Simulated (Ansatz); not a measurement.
**Y$_{5}$N: density, localisation and related maps**

Input

```
crystal:
  lattice:
    - [0.0, 4.5143938914, 4.5143938914]
    - [4.5143938914, 0.0, 4.5143938914]
    - [4.5143938914, 4.5143938914, 0.0]
  atoms:
    - { symbol: "Y", position: [0.1241206078, 0.1241206078, 0.6276381766] }
    - { symbol: "Y", position: [0.1241206078, 0.6276381766, 0.1241206078] }
    - { symbol: "Y", position: [0.1241206078, 0.1241206078, 0.1241206078] }
    - { symbol: "Y", position: [0.6276381766, 0.1241206078, 0.1241206078] }
    - { symbol: "Y", position: [0.75, 0.75, 0.75], spin: 0.39 }
    - { symbol: "N", position: [0.5, 0.5, 0.5], spin: -0.21 }
basis:
  ecutwfc: 420
kpoints:
  mp_grid: { grid: [8, 8, 8] }
hamiltonian:
  xc: pbe
scf:
  occupations: { method: gaussian, width: 0.1 }
output:
  forces: true
  stress: true
  eigenvalues: true
  populations: true
  write_density: true
  write_potential: true
  elf: true
  volumetric_format: npy
magnetization:
  spin_polarized: true
relax:
  adjacent_minimum: "off"
  f_tol: 0.01
  max_steps: 80
  cell: { stress_tol: 0.05 }
```

Command:

```sh
ansatz run input.yaml --threads 1 --pin off --max-ram 2560MiB --backend cpu --events-out ev --progress --plain --runs-dir out
```

Below, planes, directions and counts refer to the conventional cell (a = 9.04 Å, b = 9.04 Å, c = 9.04 Å, α = 90.00°, β = 90.00°, γ = 90.00°).

The fields are those of the run's last geometry, not of the input's.

Space group F-43m; a structure generated by program, which may or may not match a known phase; spin-polarised.

Method: DFT PBE, scalar-relativistic, plane waves, PAW in Ansatz.

Core electrons are frozen (PAW), and the valence fields are smoothed inside the atomic spheres.

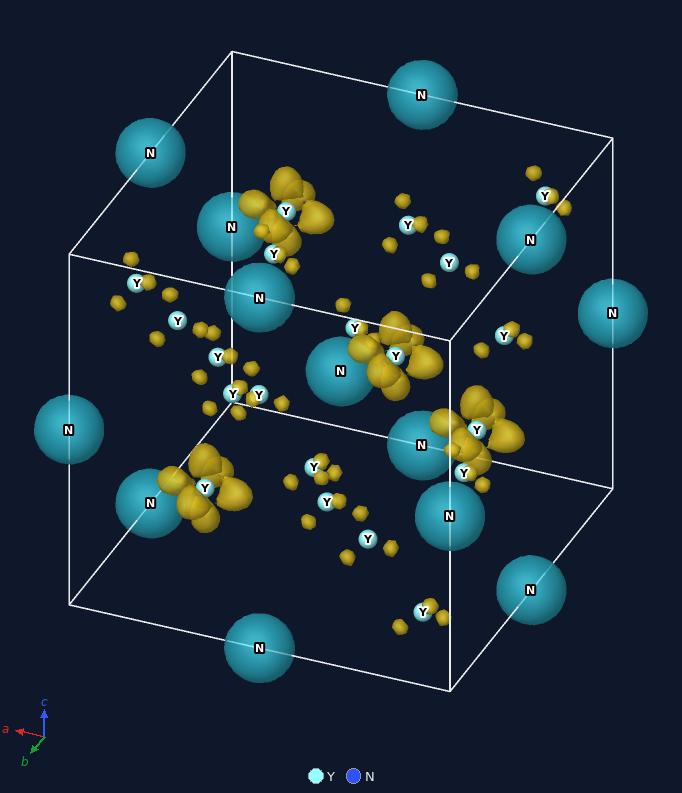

Figure 1. Isosurfaces of the spin density (up minus down) at +0.03 (yellow) and −0.03 e/Å³ (cyan), seen at an oblique angle.

Where is the spin, and how is it ordered?

Answer. The spin density sits on Y: +0.3 μB (×4) in one cell of 24 atoms, with smaller moments on other sites: Y (up to +0.11 μB) and N (up to −0.20 μB): parallel moments on the main sites in this solution. The cell of the calculation (6 atoms) carries 1.2 μB of net spin moment.

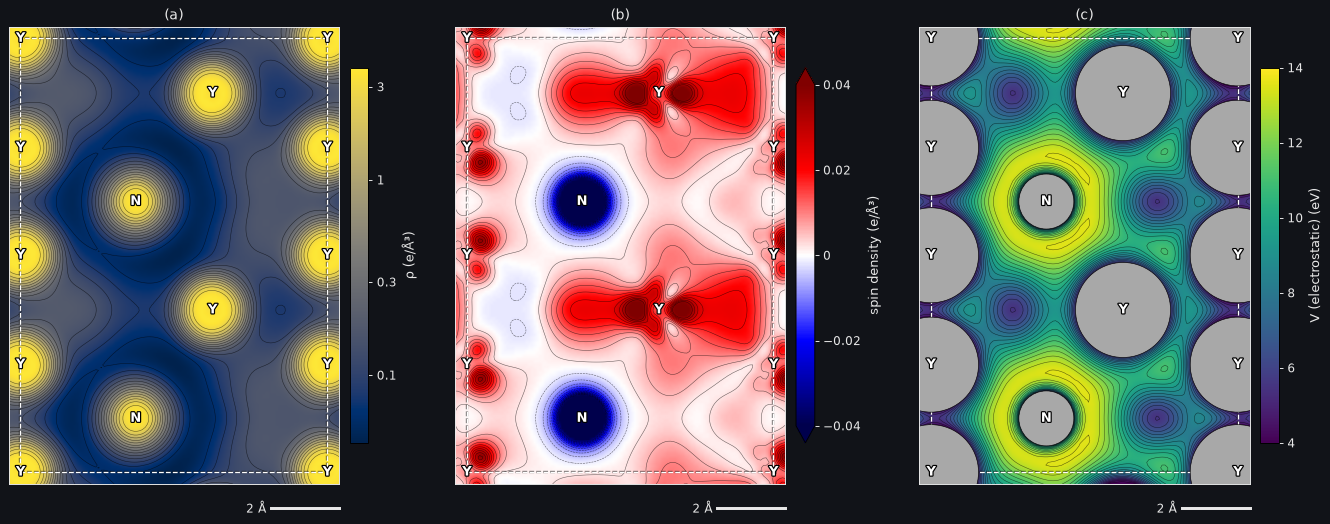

Figure 2. (a) valence pseudo-density; (b) magnetisation density (up minus down); (c) electrostatic potential (local pseudopotential plus Hartree) felt by an electron on the (101) plane of the conventional cell. Grey discs cover the atomic cores in the potential map.

Describe what can be read from this map.

Answer. The plane passes through Y and N nuclei. Y–Y (3.17 Å): the density is about 0.15 e/Å³ at the midpoint. Y–N (3.75 Å): ρ is about 0.06 e/Å³ halfway. Y–Y (3.22 Å): the density is about 0.14 e/Å³ at the midpoint. Y–N (3.91 Å): ρ at the midpoint is about 0.04 e/Å³. Between the atoms the lowest density in this plane is 0.04 e/Å³.

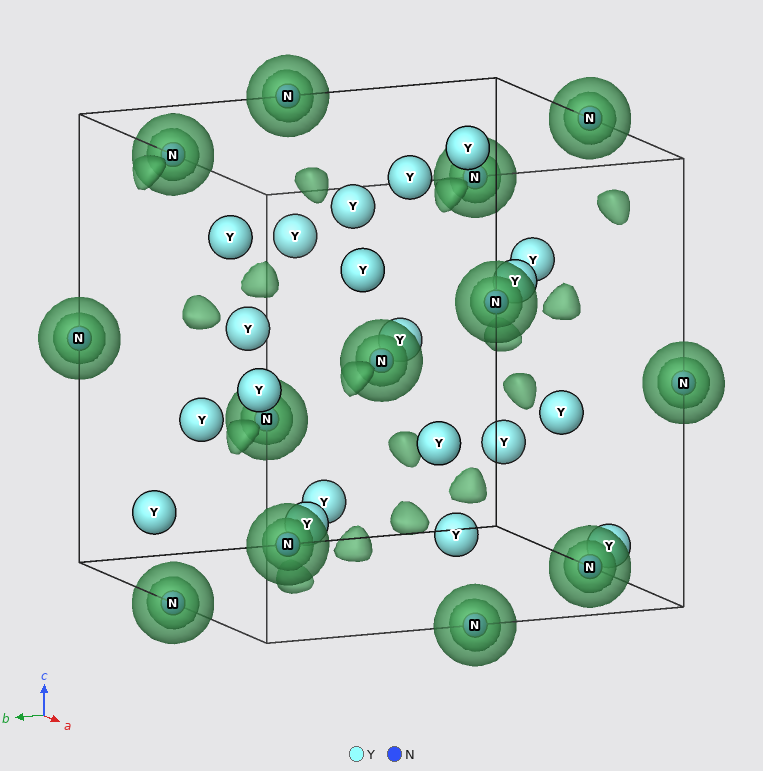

Figure 3. Isosurface of the electron localisation function at 0.8 (green), seen at an oblique angle. Core shells and regions of very low density are left out.

Describe the localisation domains.

Answer. The ELF exceeds this value in four regions wrapped around N (the valence shell of each) and 16 pockets between the atoms, centred on no nucleus (multi-centre or interstitial), counted in one cell of 24 atoms. Regions shared between cells count once.


Y–Y (3.17 Å): the ELF is about 0.15 at the midpoint: no shared electron pair shows on this line. Y–N (3.75 Å): the ELF is about 0.15 at the midpoint: no shared electron pair shows on this line.

Does the calculation make it a metal, or give it a gap?

Answer. It is gapless in this calculation (a metal or semimetal).
